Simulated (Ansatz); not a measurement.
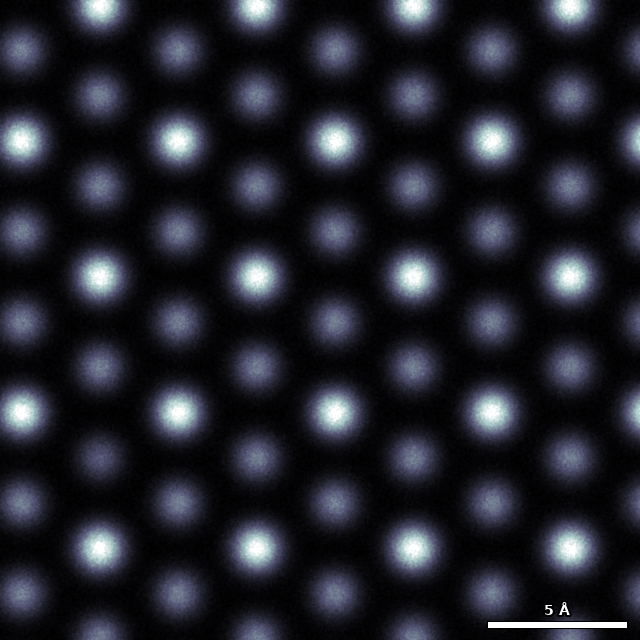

Z-contrast image of Cs (P6_3/mmc, No. 194) along [001]. The image is simulated as a sum over atoms of Z^1.7, blurred by a 1.30 Å probe (no channelling). The probe carries 15 % of its weight in a tail 2.5 times as wide. Shot noise was added.

The sample is 4 repeats (74.8 Å) thick. One point defect was put into the perfect crystal, without relaxing the atoms around it. Brightness is counted from the darkest point of the image. Host structure: the input geometry of a calculation; the starting structure was generated, so it need not be a known form of this composition.

Q: Where is the defect (in Å from the left and the top edge), and what does its contrast suggest?

A: At about 4 Å from the left and 17 Å from the top. The column is dimmer, which points to a vacancy or a lighter atom. The column holds 4 atoms (Cs) through the sample, and one Cs atom is missing, so its peak drops to about 75 % of that of its equals.
